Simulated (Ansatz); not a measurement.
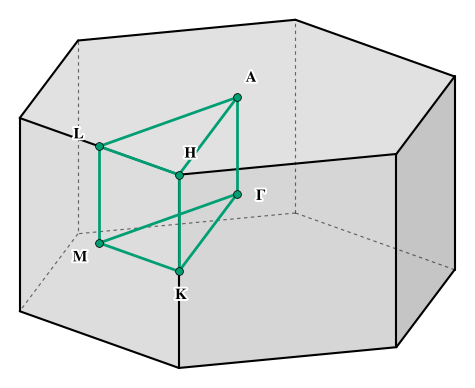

For C, a calculation's input that goes back to an entry of the Crystallography Open Database (an earlier step may have relaxed or displaced it): the figure shows the first Brillouin zone with its special points and a band path. Symmetry computed with spglib at a tolerance of 0.002 Å; standard conventional cell.

Labels and path follow the convention of Hinuma et al. (2017), as computed by seekpath.

> Which Bravais lattice has this zone?

A primitive hexagonal lattice (hP; extended symbol hP2). The zone is a hexagonal prism in its combinatorial type: 8 faces (6 with 4 edges, 2 with 6 edges), 18 edges, 12 vertices.

> In which order does the conventional band path visit the special points?

Γ–M–K–Γ–A–L–H–A | L–M | H–K
